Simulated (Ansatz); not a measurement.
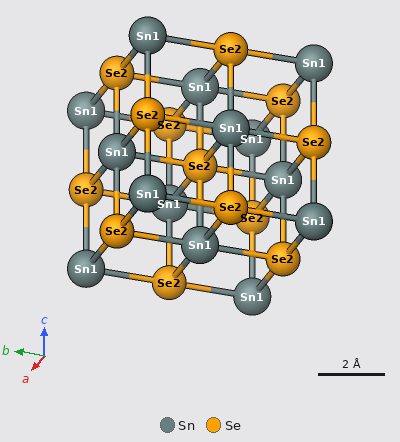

Fig. 1: The starting structure (ball-and-stick view of the cell 4 times as large as that of the calculation, set on its symmetry axes, seen at an oblique angle; atoms are numbered from 1 in the order of the input). Near neighbours in the crystal (not all of them lie inside the picture): Sn has 6 Se at 2.70 Å; Se has 6 Sn at 2.70 Å.

**Geometry relaxation, with input and output: SnSe**

The run: geometry relaxation of SnSe (Fm-3m, 2 atoms in the cell). Method and program: DFT PBEsol, scalar-relativistic, plane waves, PAW, no spin polarisation (Ansatz 0.2.0).

The structure derives from an entry of the Crystallography Open Database. It belongs to a series of runs on one base structure; here: relaxed again at 30 GPa on a finer mesh. Figures and captions count atoms from 1; the log counts them from 0 in places.

**The input**
```yaml
crystal:
  lattice:
    - [0.0, 2.7009029981, 2.7009029981]
    - [2.7009029981, 0.0, 2.7009029981]
    - [2.7009029981, 2.7009029981, 0.0]
  atoms:
    - { symbol: Sn, position: [0.0, 0.0, 0.0] }
    - { symbol: Se, position: [0.5, 0.5, 0.5] }
basis:
  ecutwfc: 420
kpoints:
  mp_grid: { grid: [12, 12, 12] }
hamiltonian:
  xc: pbesol
scf:
  occupations: { method: gaussian, width: 0.01 }
output:
  forces: true
  stress: true
  eigenvalues: true
relax:
  adjacent_minimum: "off"
  f_tol: 0.001
  max_steps: 60
  cell: { stress_tol: 0.02, p_target: 30.0 }
```

Hardware: 1 thread of Intel Xeon @ 2.50GHz (Skylake/Cascade Lake), 32 GiB of memory available, shared host.

Launched with:
```bash
ansatz run input.yaml --threads 1 --pin off --max-ram 3072MiB --backend cpu --events-out ev --progress --plain --runs-dir out
```

**The program's output**
```
Engine: ansatz 0.2.0, x86_64-unknown-linux-gnu
Pseudopotentials: kind: paw
Pseudopotential: Sn, paw, valence charge 14, recommended cutoff 420 eV (normal), Sn.paw.azcp
Pseudopotential: Se, paw, valence charge 16, recommended cutoff 420 eV (normal), Se.paw.azcp
Functional definition: PBEsol
  exchange = pbesol_x
  correlation = pbesol_c
Crystal: 2 atoms, lattice volume = 39.406 Å³
Basis set: ecut = 420 eV, 749 PW (Γ), exchange–correlation on 54×54×54 points (8 copies of the dense FFT grid, shifted against one another)
Bands: 19, of which v1, the nominal top of the filled ones, is band 15 counted from 1 (14 counted from 0)
Symmetry: 48 space group operations
Space group: Fm-3m (ITA 225), of the structure as read, at distance tolerance 3.4e-5 Å
k-points: 72 of 1728
Non-local potential: Sn, projectors of the file, l = 0: 2, l = 1: 2, l = 2: 2, l = 3: 2
Non-local potential: Se, projectors of the file, l = 0: 2, l = 1: 2, l = 2: 3, l = 3: 1
PAW form: soft (Blöchl's): semilocal exchange-correlation on the pseudo side does not see the compensation charge
PAW frozen core: Sn, regenerated for the run's functional, and the local potential with it (the file was generated under x = pbe(κ = 0.804, μ = 0.2195149727645171), c = pbe(β = 0.06672455060314922))
PAW frozen core: Se, regenerated for the run's functional, and the local potential with it (the file was generated under x = pbe(κ = 0.804, μ = 0.2195149727645171), c = pbe(β = 0.06672455060314922))
PAW one-centre angular grid: Sn, 590 points (default); XC on 64 Gauss nodes
PAW one-centre angular grid: Se, 590 points (default); XC on 64 Gauss nodes
Initial density: superposition of atomic densities (neutral atoms: chi_scale 0, normalization atom), corrected by the library's trained network
Initial wavefunctions: pseudopotential atomic-orbital guess
Functional: x = pbesol(κ = 0.804, μ = 0.12345679012345678), c = pbesol(β = 0.046)
SCF iter   1: F=—  HF=-11373.896491 eV  |F-HF|=—  |Δ(HF+E_count)|=         —  Δρ=2.72e-3  dr2=1.87e-3  ethr=1.77e-3  ⟨swp⟩=6.1  Hψ=6856  notcnv=0
preconditioner: auto → none  [insulator: Δε(μ)=0.144 eV  Ē_g=18.605 eV  σ=0.010 eV  W_gap=0.55  n_scr=14 (ndim 8)  ℏωp=26.5 eV  f_vac=0.000  D(μ)=1.92/eV (n_scr^D=14)  ε∞_Penn≈3.0]
SCF iter   2: F=—  HF=-11373.894318 eV  |F-HF|=—  |Δ(HF+E_count)|=   2.17e-3  Δρ=1.14e-3  dr2=3.05e-4  ethr=6.24e-6  ⟨swp⟩=2.1  Hψ=2936  notcnv=0
SCF iter   3: F=—  HF=-11373.894295 eV  |F-HF|=—  |Δ(HF+E_count)|=   2.36e-5  Δρ=2.98e-4  dr2=3.09e-5  ethr=1.02e-6  ⟨swp⟩=2.0  Hψ=2374  notcnv=0
SCF iter   4: F=—  HF=-11373.894292 eV  |F-HF|=—  |Δ(HF+E_count)|=   2.60e-6  Δρ=1.26e-4  dr2=4.31e-6  ethr=1.03e-7  ⟨swp⟩=2.0  Hψ=2089  notcnv=0
SCF iter   5: F=—  HF=-11373.894290 eV  |F-HF|=—  |Δ(HF+E_count)|=   2.74e-6  Δρ=2.59e-5  dr2=1.73e-7  ethr=1.44e-8  ⟨swp⟩=2.0  Hψ=2081  notcnv=0
SCF iter   6: F=-11373.894289 eV  HF=-11373.894289 eV  |F-HF|=3.80e-8  |Δ(HF+E_count)|=   7.75e-8  Δρ=9.43e-6  dr2=2.66e-8  ethr=3.33e-10  ⟨swp⟩=5.9  Hψ=6377  notcnv=0
SCF 1 converged in 6 iterations: F = -11373.894289 eV  dr2 = 2.66e-8
  greatest PAW one-centre occupation: 1.000 electrons in one spin orbital (limit 2), on the Se atom at site 1 (counted from 0), in its partial waves of l = 2
relax step   1: F+E_penalty+E_count = -11373.89428945 eV  Δ(F+E_penalty+E_count) = +0.000e0 eV  max|allowed force component| = 8.546e-31 eV/Å  Δτ_max = 0.0000 Å  P = +29.886 GPa  Ω = 39.406 Å³  (6 SCF iters, dr2 threshold 1.00e-7 eV, accepted)
Crystal: 2 atoms, lattice volume = 39.329 Å³
Initial density: handed on by an earlier stage of this run
Initial wavefunctions: those handed on with the density
iter 1 solved again at ethr=3.88e-8 eV; its pass at ethr=3.10e-3 eV (dr2=1.16e-5 eV) is discarded
SCF iter   1: F=—  HF=-11373.880003 eV  |F-HF|=—  |Δ(HF+E_count)|=         —  Δρ=1.45e-4  dr2=9.55e-6  ethr=3.88e-8  ⟨swp⟩=2.0  Hψ=7562  notcnv=0
preconditioner: auto → none  [insulator: Δε(μ)=0.145 eV  Ē_g=18.650 eV  σ=0.010 eV  W_gap=0.56  n_scr=14 (ndim 8)  ℏωp=26.5 eV  f_vac=0.000  D(μ)=1.95/eV (n_scr^D=14)  ε∞_Penn≈3.0]
SCF iter   2: F=—  HF=-11373.880001 eV  |F-HF|=—  |Δ(HF+E_count)|=   1.90e-6  Δρ=6.40e-5  dr2=1.83e-6  ethr=3.18e-8  ⟨swp⟩=1.5  Hψ=1431  notcnv=0
iter 3 did not close the SCF: its close was put off for the readings that it lacked (scf_convergence_deferred on its scf_iter line)
SCF iter   3: F=-11373.880001 eV  HF=-11373.880001 eV  |F-HF|=1.01e-8  |Δ(HF+E_count)|=   3.91e-7  Δρ=7.19e-6  dr2=1.45e-8  ethr=6.10e-9  ⟨swp⟩=2.0  Hψ=1659  notcnv=0
iter 4 did not close the SCF: its close was put off for the readings that it lacked (scf_convergence_deferred on its scf_iter line)
SCF iter   4: F=-11373.880001 eV  HF=-11373.880001 eV  |F-HF|=6.93e-10  |Δ(HF+E_count)|=   1.57e-9  Δρ=2.27e-6  dr2=1.15e-9  ethr=4.83e-11  ⟨swp⟩=2.0  Hψ=2449  notcnv=0
iter 5 did not close the SCF: its close was put off for the readings that it lacked (scf_convergence_deferred on its scf_iter line)
SCF iter   5: F=-11373.880001 eV  HF=-11373.880001 eV  |F-HF|=1.82e-12  |Δ(HF+E_count)|=  2.09e-10  Δρ=3.83e-7  dr2=4.12e-11  ethr=3.82e-12  ⟨swp⟩=2.0  Hψ=2449  notcnv=0
SCF iter   6: F=-11373.880001 eV  HF=-11373.880001 eV  |F-HF|=3.64e-12  |Δ(HF+E_count)|=  5.46e-12  Δρ=4.47e-8  dr2=3.70e-13  ethr=1.00e-12  ⟨swp⟩=1.6  Hψ=3098  notcnv=0
SCF 2 converged in 6 iterations: F = -11373.880001 eV  dr2 = 3.70e-13
relax step   2: F+E_penalty+E_count = -11373.88000081 eV  Δ(F+E_penalty+E_count) = +1.429e-2 eV  max|allowed force component| = 2.958e-31 eV/Å  Δτ_max = 0.0000 Å  P = +30.135 GPa  Ω = 39.329 Å³  energy of the carried Pulay correction = +2.998e-5 eV  (6 SCF iters, dr2 threshold 3.25e-8 eV, rejected (line search))
Crystal: 2 atoms, lattice volume = 39.370 Å³
iter 1 solved again at ethr=1.08e-8 eV; its pass at ethr=3.10e-3 eV (dr2=3.23e-6 eV) is discarded
SCF iter   1: F=—  HF=-11373.887755 eV  |F-HF|=—  |Δ(HF+E_count)|=         —  Δρ=7.63e-5  dr2=2.69e-6  ethr=1.08e-8  ⟨swp⟩=2.0  Hψ=7559  notcnv=0
preconditioner: auto → none  [insulator: Δε(μ)=0.146 eV  Ē_g=18.643 eV  σ=0.010 eV  W_gap=0.65  n_scr=14 (ndim 8)  ℏωp=26.5 eV  f_vac=0.000  D(μ)=2.14/eV (n_scr^D=14)  ε∞_Penn≈3.0]
SCF iter   2: F=—  HF=-11373.887754 eV  |F-HF|=—  |Δ(HF+E_count)|=   3.39e-7  Δρ=3.40e-5  dr2=5.37e-7  ethr=8.96e-9  ⟨swp⟩=1.4  Hψ=1423  notcnv=0
SCF iter   3: F=—  HF=-11373.887754 eV  |F-HF|=—  |Δ(HF+E_count)|=   1.15e-7  Δρ=4.60e-6  dr2=6.81e-9  ethr=1.79e-9  ⟨swp⟩=2.0  Hψ=1663  notcnv=0
SCF iter   4: F=—  HF=-11373.887754 eV  |F-HF|=—  |Δ(HF+E_count)|=   1.90e-9  Δρ=1.51e-6  dr2=5.39e-10  ethr=2.27e-11  ⟨swp⟩=2.0  Hψ=2449  notcnv=0
SCF iter   5: F=—  HF=-11373.887754 eV  |F-HF|=—  |Δ(HF+E_count)|=  4.37e-11  Δρ=2.24e-7  dr2=1.51e-11  ethr=1.80e-12  ⟨swp⟩=2.9  Hψ=2451  notcnv=0
SCF iter   6: F=-11373.887754 eV  HF=-11373.887754 eV  |F-HF|=0.00e0  |Δ(HF+E_count)|=  1.82e-12  Δρ=3.73e-8  dr2=4.33e-13  ethr=1.00e-12  ⟨swp⟩=5.2  Hψ=5239  notcnv=0
SCF 3 converged in 6 iterations: F = -11373.887754 eV  dr2 = 4.33e-13
relax step   3: F+E_penalty+E_count = -11373.88775425 eV  Δ(F+E_penalty+E_count) = +6.535e-3 eV  max|allowed force component| = 1.206e-30 eV/Å  Δτ_max = 0.0000 Å  P = +29.997 GPa  Ω = 39.370 Å³  energy of the carried Pulay correction = +1.374e-5 eV  (6 SCF iters, accepted)
Initial wavefunctions: pseudopotential atomic-orbital guess (no wavefunctions were taken with the density)
iter 1 solved again at ethr=9.17e-8 eV; its pass at ethr=3.10e-3 eV (dr2=2.75e-5 eV) is discarded
SCF iter   1: F=—  HF=-11373.887739 eV  |F-HF|=—  |Δ(HF+E_count)|=         —  Δρ=1.04e-6  dr2=6.64e-11  ethr=9.17e-8  ⟨swp⟩=3.0  Hψ=10387  notcnv=0
eigensolver tolerance schedule: the retry pair's looser diagonalisation over-reported the residual by 413942.17 of it (diagonalisation noise at an unbounded share of the residual, at the tolerance the schedule requests for it); recorded, not acted on — ethr = c·dr2/N_el stays at c = 1.0e-1
SCF iter   2: F=—  HF=-11373.887740 eV  |F-HF|=—  |Δ(HF+E_count)|=   1.29e-6  Δρ=5.75e-7  dr2=2.17e-11  ethr=1.00e-12  ⟨swp⟩=3.3  Hψ=3270  notcnv=0
SCF iter   3: F=—  HF=-11373.887740 eV  |F-HF|=—  |Δ(HF+E_count)|=  4.00e-11  Δρ=2.61e-7  dr2=2.04e-11  ethr=1.00e-12  ⟨swp⟩=2.0  Hψ=1728  notcnv=0
iter 4 did not close the SCF: its close was put off for the readings that it lacked (scf_convergence_deferred on its scf_iter line)
SCF iter   4: F=-11373.887740 eV  HF=-11373.887740 eV  |F-HF|=3.64e-12  |Δ(HF+E_count)|=  1.46e-11  Δρ=5.75e-8  dr2=7.51e-13  ethr=1.00e-12  ⟨swp⟩=1.0  Hψ=1368  notcnv=0
iter 5 did not close the SCF: its close was put off for the readings that it lacked (scf_convergence_deferred on its scf_iter line)
SCF iter   5: F=-11373.887740 eV  HF=-11373.887740 eV  |F-HF|=0.00e0  |Δ(HF+E_count)|=  3.64e-12  Δρ=7.35e-9  dr2=6.22e-15  ethr=1.00e-12  ⟨swp⟩=1.0  Hψ=1368  notcnv=0
iter 6 did not close the SCF: its close was put off for the readings that it lacked (scf_convergence_deferred on its scf_iter line)
SCF iter   6: F=-11373.887740 eV  HF=-11373.887740 eV  |F-HF|=1.82e-12  |Δ(HF+E_count)|=  1.82e-12  Δρ=1.78e-9  dr2=4.32e-16  ethr=1.00e-12  ⟨swp⟩=1.0  Hψ=1368  notcnv=0
iter 7 did not close the SCF: its close was put off for the readings that it lacked (scf_convergence_deferred on its scf_iter line)
SCF iter   7: F=-11373.887740 eV  HF=-11373.887740 eV  |F-HF|=1.82e-12  |Δ(HF+E_count)|=  1.82e-12  Δρ=3.19e-10  dr2=3.52e-17  ethr=1.00e-12  ⟨swp⟩=1.0  Hψ=1368  notcnv=0
SCF iter   8: F=-11373.887740 eV  HF=-11373.887740 eV  |F-HF|=1.82e-12  |Δ(HF+E_count)|=  3.64e-12  Δρ=6.88e-11  dr2=1.19e-18  ethr=1.00e-12  ⟨swp⟩=2.1  Hψ=3645  notcnv=0
SCF 4 converged in 8 iterations: F = -11373.887740 eV  dr2 = 1.19e-18
relax step   4: F+E_penalty+E_count = -11373.88774038 eV  Δ(F+E_penalty+E_count) = +1.387e-5 eV  max|allowed force component| = 5.444e-31 eV/Å  Δτ_max = 0.0000 Å  P = +29.997 GPa  Ω = 39.370 Å³  stress off target by 3.01e-3 GPa  SCF on the basis re-selected at this cell (its energy is not comparable with the rows above)  (8 SCF iters)
```

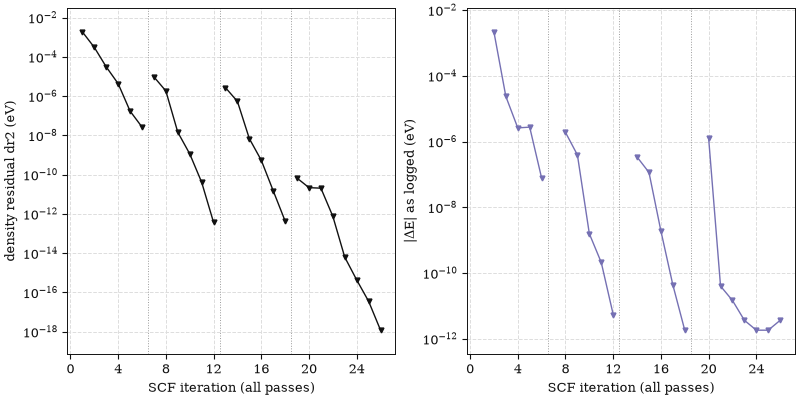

Fig. 2: Convergence of the self-consistent field: density residual dr2 and size of the energy change against the SCF iteration. The dotted lines part the SCF passes of the relaxation: geometry steps, rejected trials and re-solves on a re-selected basis. The passes take 6, 6, 6 and 8 iterations.

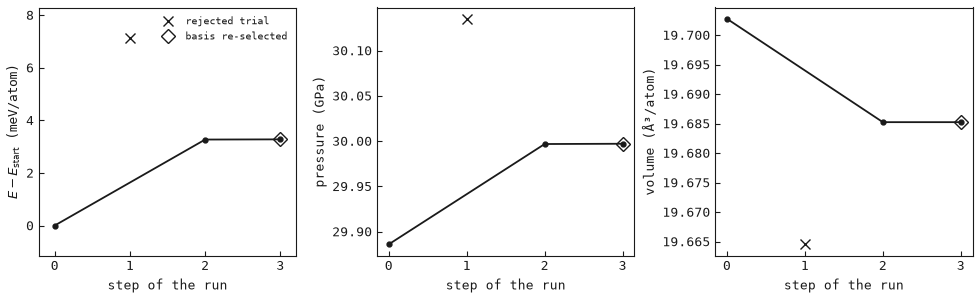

Fig. 3: Progress of the relaxation, step by step (the first geometry is step 0 here and step 1 in the log). The atoms keep their places relative to the cell (all moves are under 0.005 Å). Cell: a = b = c 5.402 → 5.400 Å (0.0 %). Volume −0.1 %. The space group stays Fm-3m (No. 225). Over 2 geometry steps the energy rises by 3.3 meV per atom. With the target pressure of 30 GPa, the enthalpy E + pV changes by next to nothing (0.0 meV per atom). All forces vanish by symmetry, so only the cell relaxes. Pressure: 29.89 GPa at the start and 30.00 GPa at the end. The line search rejected the trial step at point 1 (counted from 0) and went back. A last SCF at the same geometry on a re-selected plane-wave basis shifts the energy by +0.0 meV per atom.

```
basis re-selected at this cell: Δ(F+E_penalty+E_count) = +1.387e-5 eV, ΔP = +0.000 GPa vs the last step (what re-selecting the basis moved, of the pressure what is left beyond the Pulay correction that the steps carried, after the strain that the cell walked since its last selection, with what the two solves' SCF thresholds leave and, on support functions, any second-order correction that the steps lacked; it is no measure of the basis error at this ecutwfc). This SCF's stress stands 3.01e-3 GPa from its target on what of the cell is left free (relax.cell.stress_tol is 2.00e-2 GPa) and its largest allowed force component is 5.44e-31 eV/Å (relax.f_tol is 1.00e-3 eV/Å): within both
SCF converged after 8 iterations
Free energy (F): -11373.887740 eV
Harris-Foulkes:  -11373.887740 eV  (|F-HF|=1.82e-12)
Internal energy: -11373.887634 eV  (E = F + TS)
E sigma→0 (E₀):  -11373.887687 eV
Entropy (-TS):   -0.000107 eV (-0.053 meV/atom)
Fermi energy:    14.995422 eV
--- Per-component energies (eV) ---
  E_band       = -338.480506
  E_kinetic    = 314.769238
  E_local      = -2773.433774  (includes V_loc(G=0)·N_el)
  E_nonlocal   = -622.772145
  E_hartree    = 1538.941307
  E_xc         = -488.288199
  E_vxc        = -202.195901  (∫ρ·V_xc dr)
  E_paw        = -5930.532545  (= ΣΔE_a)
  E_vpaw       = -132.729903  (= ΣTr[D̂ρ^β])
  E_aug_tail   = -0.000636  (compensation charges beyond the density's cutoff)
  E_ewald      = -3413.864170
  E_core_change = 1.293290  (= ΣΔE_core)
  E_smearing   = -0.000107  (= −TS)
  E_closure    = -0.000000  (closes the sum)
  Σ components = -11373.887740   (vs F -11373.887740, Δ=0.00e0)
--- Forces (eV/Å), atoms counted from 1 ---
  atom   1  Sn    -0.00000000     0.00000000    -0.00000000
  atom   2  Se     0.00000000     0.00000000     0.00000000
  max |Σ_I F_I| component: 1.01e-30 eV/Å
--- Stress (GPa, compression-positive) ---
       29.996992      -0.000000      -0.000000
       -0.000000      29.996992      -0.000000
       -0.000000      -0.000000      29.996992
  P = ⅓ Tr σ = 29.9970 GPa (299.970 kbar)
--- Band table (eV; the first three rows and the last of 72) ---
  k-point 0: bands = ["-34.1983", "-34.1983", "-34.1929", "-34.1929", "-34.1929", "-7.2598", "-7.2598", "-7.2381", "-7.2381", "-7.2381", "-2.1376", "10.7911", "11.2635", "11.2635", "11.2635", "19.8473", "19.8473", "19.8473", "20.0629"]
  k-point 1: bands = ["-34.1983", "-34.1983", "-34.1929", "-34.1929", "-34.1929", "-7.2617", "-7.2617", "-7.2379", "-7.2357", "-7.2357", "-2.0541", "9.5764", "11.2755", "11.2755", "12.3569", "18.9308", "19.2425", "19.2425", "20.1999"]
  k-point 2: bands = ["-34.1983", "-34.1983", "-34.1928", "-34.1928", "-34.1928", "-7.2680", "-7.2680", "-7.2374", "-7.2279", "-7.2279", "-1.8093", "8.1328", "11.3156", "11.3156", "13.3915", "17.9758", "18.1031", "18.1031", "20.2395"]
  k-point 71: bands = ["-34.1984", "-34.1980", "-34.1926", "-34.1926", "-34.1920", "-7.3741", "-7.2632", "-7.2211", "-7.2211", "-7.1713", "0.5276", "6.2421", "7.4658", "7.4658", "13.9457", "16.2245", "19.3771", "19.3771", "23.4971"]
--- Relaxed structure (3 steps of the walk, 2 accepted, 1 SCFs on fresh bases) ---
  F+E_penalty+E_count = -11373.88774038 eV   max|allowed force component| = 5.444e-31 eV/Å   (the final SCF, on the basis selected at the relaxed cell)
  cell:  # Å, volume = 39.3705 Å³
    - [-4.076297626316472e-34, 2.70010210159308, 2.70010210159308]
    - [2.70010210159308, -1.1719355675659856e-33, 2.70010210159308]
    - [2.70010210159308, 2.70010210159308, -3.5667604230269127e-34]
  atoms:
    - { symbol: Sn, position: [3.483328274337454e-49, -3.483328274337454e-49, -4.116660687853354e-49] }
    - { symbol: Se, position: [0.5, 0.5, 0.5] }
```

**Trajectory as extended XYZ (Å, eV, eV/Å), 4 frames, from step=1 to step=4**
```
2
Lattice="0.0000 2.7009 2.7009 2.7009 0.0000 2.7009 2.7009 2.7009 0.0000" Properties=species:S:1:pos:R:3:forces:R:3 step=1 energy=-11373.89429 pressure_GPa=29.89
Sn    0.0000    0.0000    0.0000    0.0000   0.0000   0.0000
Se    2.7009    2.7009    2.7009    0.0000   0.0000   0.0000
2
Lattice="0.0000 2.6992 2.6992 2.6992 0.0000 2.6992 2.6992 2.6992 0.0000" Properties=species:S:1:pos:R:3:forces:R:3 step=2 energy=-11373.88000 pressure_GPa=30.14 accepted=F
Sn    0.0000    0.0000    0.0000    0.0000   0.0000   0.0000
Se    2.6992    2.6992    2.6992    0.0000   0.0000   0.0000
2
Lattice="0.0000 2.7001 2.7001 2.7001 0.0000 2.7001 2.7001 2.7001 0.0000" Properties=species:S:1:pos:R:3:forces:R:3 step=3 energy=-11373.88775 pressure_GPa=30.00
Sn    0.0000    0.0000    0.0000    0.0000   0.0000   0.0000
Se    2.7001    2.7001    2.7001    0.0000   0.0000   0.0000
2
Lattice="0.0000 2.7001 2.7001 2.7001 0.0000 2.7001 2.7001 2.7001 0.0000" Properties=species:S:1:pos:R:3:forces:R:3 step=4 energy=-11373.88774 pressure_GPa=30.00
Sn    0.0000    0.0000    0.0000    0.0000   0.0000   0.0000
Se    2.7001    2.7001    2.7001    0.0000   0.0000   0.0000
```

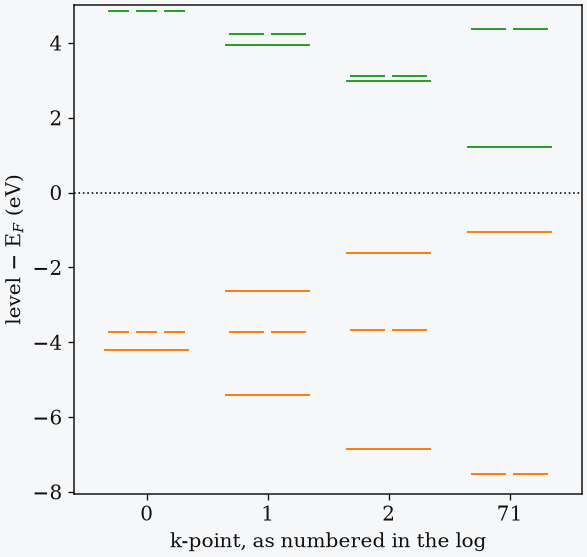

Fig. 4: Kohn–Sham levels near the Fermi level (dotted) at the few k-points that the log prints; levels within 0.02 eV of each other stand side by side. The system is metallic on the full mesh.

**Key numbers**

- outcome: converged
- space group (tolerance 0.01 Å): Fm-3m (225)
- electrons treated: 30
- free energy: −11373.8877 eV
- Fermi energy: 14.995 eV
- gap on the k-point mesh: none (metallic)
- pressure: 30.00 GPa
- final volume: 39.37 Å³
- largest force (length of the vector) at the end: under 0.001 eV/Å
- final cell: a = 3.819 Å, b = 3.819 Å, c = 3.819 Å, α = 60.00°, β = 60.00°, γ = 60.00°
- wall time: 15 s
- peak memory: 0.4 GiB

**Remarks**

The cell was relaxed to the target pressure of the input; what is minimised is then the enthalpy E + pV.
